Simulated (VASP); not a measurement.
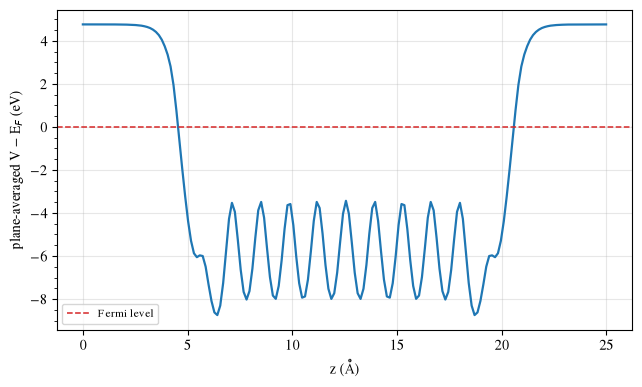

Si (slab). Plane average of the electrostatic potential energy of an electron across the slab.

Not relaxed (largest force 1.9 eV/Å).

The calculation used Kohn-Sham DFT of a periodic cell, PBEsol, VASP PAW PBE potentials, recommended in VASP.

Core electrons are frozen (PAW), and the valence fields are smoothed inside the atomic spheres.

The calculation's input:

```
SYSTEM = Si
  PREC = Accurate
  ENCUT = 520
  EDIFF = 1E-7
  ISMEAR = 0
  SIGMA = 0.05
  LREAL = .False.
  LASPH = .True.
  NELM = 100
  ALGO = Normal
  ISIF = 2
  LWAVE = .False.
  LCHARG = .True.
  LDIPOL = .True.
  IDIPOL = 3
  DIPOL = 0.5 0.5 0.500
  GGA = PS
  LVHAR = .True.
  LVACPOTAV = .True.
  KPAR = 8
```

Run with:

```sh
cat potpaw_PBE.64/Si/POTCAR > POTCAR
mpirun -np 8 vasp_std > vasp.out
```

How far above the Fermi level of the calculation is the vacuum level?

Answer. 4.8 eV.

How thick is the slab, and how wide the vacuum?

Answer. The outermost nuclei are 15.1 Å apart, in 14 atomic planes; the vacuum between periodic images is 10.0 Å wide.
